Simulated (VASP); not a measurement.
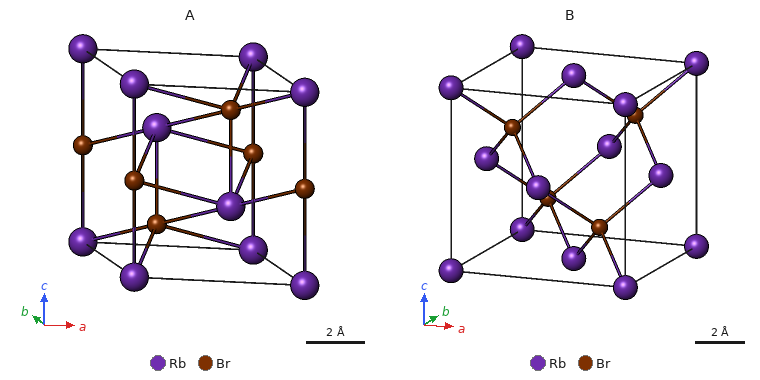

Two structures of RbBr, each relaxed to rest (conventional cells in solid outline, small ones repeated, not to one scale). Method: VASP 6.6.1, DFT, PBE, plane waves, PAW.

Characterise the two forms.

A: 6 atoms a cell on a rhombohedral (trigonal R) lattice, R-3m. B: zinc blende (sphalerite type), F-43m.

Which has the lower energy, and by how much?

A is lower, by 33 meV/atom at this level of theory (energies at zero smearing). Volumes: A 37.5, B 57.9 Å³/atom.

One or both may be structure types tried for this composition rather than known phases.
